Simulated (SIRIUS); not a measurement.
## MgB$_{2}$: 7 runs along one coordinate

System: MgB$_{2}$ (P6/mmm, 3 atoms in the cell).
Method: Kohn-Sham DFT of a periodic cell, PBEsol, dojo-sr-pbesol-0.4.1-standard, no spin polarisation (SIRIUS 7.12.0).

The 7 runs differ only in the geometry, by an even scaling of the cell at fixed fractional positions. The structure derives from an entry of the Crystallography Open Database.

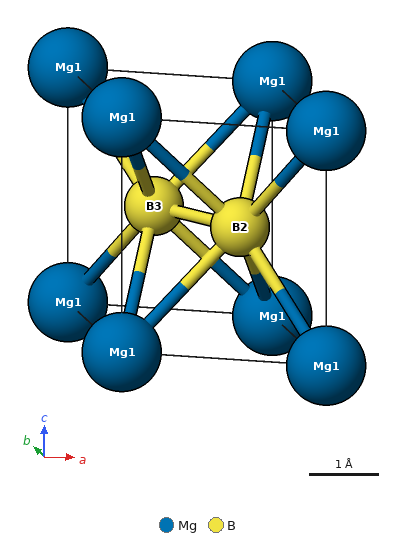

Figure 1. The structure of run 4 (ball-and-stick view of the cell of the calculation, seen slightly off an axis; atoms are numbered from 1 in the order of the input). An atom can appear more than once, as a periodic image.

**Input of run 4**
```
{
  "control": {
    "processing_unit": "cpu",
    "verbosity": 2,
    "num_bands_to_print": 15,
    "print_forces": true,
    "print_stress": true
  },
  "parameters": {
    "electronic_structure_method": "pseudopotential",
    "xc_functionals": ["XC_GGA_X_PBE_SOL", "XC_GGA_C_PBE_SOL"],
    "gk_cutoff": 9.2,
    "pw_cutoff": 18.4,
    "ngridk": [10, 10, 8],
    "shiftk": [0, 0, 0],
    "smearing": "fermi_dirac",
    "smearing_width": 0.0018374661,
    "num_bands": 15,
    "num_mag_dims": 0,
    "num_dft_iter": 100,
    "energy_tol": 1e-08,
    "density_tol": 1e-06
  },
  "iterative_solver": {
    "type": "davidson",
    "min_tolerance": 1e-10
  },
  "mixer": {
    "type": "anderson",
    "beta": 0.7,
    "max_history": 8
  },
  "settings": {
    "tol_ne": 1e-10,
    "pseudo_grid_cutoff": 6.5
  },
  "unit_cell": {
    "lattice_vectors": [
      [5.829805094471, 0.0, 0.0],
      [-2.914902547235, 5.048759310971, 0.0],
      [0.0, 0.0, 6.657505137057]
    ],
    "atom_coordinate_units": "lattice",
    "atom_types": ["Mg", "B"],
    "atom_files": {
      "Mg": "Mg.json",
      "B": "B.json"
    },
    "atoms": {
      "Mg": [
        [0.0, 0.0, 0.0]
      ],
      "B": [
        [0.6666666667, 0.3333333333, 0.5],
        [0.3333333333, 0.6666666667, 0.5]
      ]
    }
  }
}
```

Command:
```bash
upf_to_json Mg.upf
upf_to_json B.upf
OMP_NUM_THREADS=1 sirius.scf --input=sirius.json --output=out.json --task=0
```

Lattice vectors (Å) and fractional positions of run 4:
```
   3.085000    0.000000    0.000000
  -1.542500    2.671688    0.000000
   0.000000    0.000000    3.523000
Mg  0.000000  0.000000  0.000000
B   0.666667  0.333333  0.500000
B   0.333333  0.666667  0.500000
```

Run 5 differs from it as follows:
```diff
-      [5.829805094471, 0.0, 0.0],
-      [-2.914902547235, 5.048759310971, 0.0],
-      [0.0, 0.0, 6.657505137057]
+      [5.868414200417, 0.0, 0.0],
+      [-2.934207100208, 5.082195777499, 0.0],
+      [0.0, 0.0, 6.701595860012]
```

**Results, with one run withheld**

| run | volume per atom (Å³) | free energy per atom, from the lowest run given (meV) | pressure (GPa) |
| --- | --- | --- | --- |
| 1 | 9.098 | 9.28 | 7.45 |
| 2 | 9.292 | 2.51 | 3.76 |
| 3 | 9.485 | 0.00 | 0.41 |
| 4 | 9.679 | 1.37 | −2.65 |
| 5 | 9.873 | ? | ? |
| 6 | 10.066 | 14.35 | −7.97 |
| 7 | 10.260 | 25.37 | −10.28 |

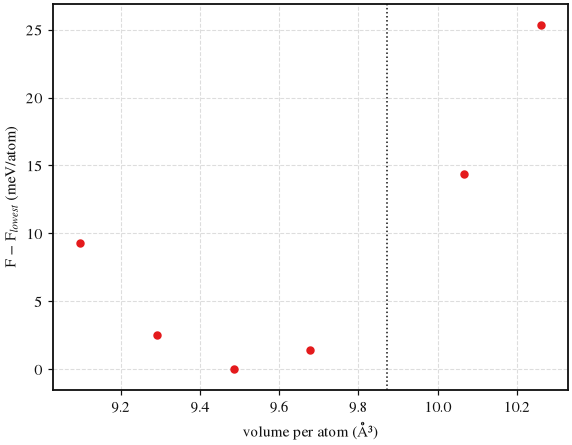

Figure 2. Free energy per atom of the runs given; the dotted line marks run 5.

Estimate the energy of run 5 from the others.

A cubic polynomial in V^(−2/3) (the Birch–Murnaghan form), fitted to the 6 runs given, misses them by at most 0.01 meV per atom. With x = V^(−2/3) − 0.22089 Å⁻², it reads F = 0.70909 − 787.07 x + 2.0991e+05 x² − 1.4598e+05 x³ (meV per atom). At run 5 it gives 6.28 meV per atom, and the run itself gives 6.26. The slope of the fit gives a pressure −dF/dV of −5.42 GPa there, and the run prints −5.43 GPa. The fit has its minimum at 9.511 Å³ per atom, where V d²F/dV² gives 155 GPa. Cell shape and fractional positions are held, so this is the stiffness under even scaling; the relaxed bulk modulus wasn't computed.

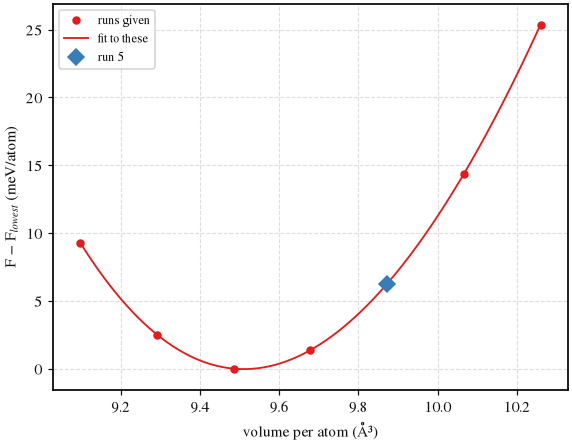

Figure 3. The fit and the withheld run.

**Some lines of the output (run 5)**
```
[...]
[find] Free energy (E-TS)             :     -65.19252972 (Ha),    -130.38505944 (Ry)
[find] Efermi                         :       0.32938836
[find] Total energy                   :     -65.19230027 (Ha),    -130.38460053 (Ry)
[find] Free energy (E-TS)             :     -65.19252995 (Ha),    -130.38505989 (Ry)
[find] Efermi                         :       0.32939817
[find] Total energy                   :     -65.19230033 (Ha),    -130.38460065 (Ry)
[find] Free energy (E-TS)             :     -65.19253000 (Ha),    -130.38506001 (Ry)
[find] Efermi                         :       0.32939802
[find] Total energy                   :     -65.19230035 (Ha),    -130.38460070 (Ry)
[find] Free energy (E-TS)             :     -65.19253003 (Ha),    -130.38506006 (Ry)
[find] Efermi                         :       0.32939807
[find] Free energy (E-TS)             :     -65.19253004 (Ha),    -130.38506007 (Ry)
[find] Efermi                         :       0.32939844
[find] Efermi                         :       0.32939846
```
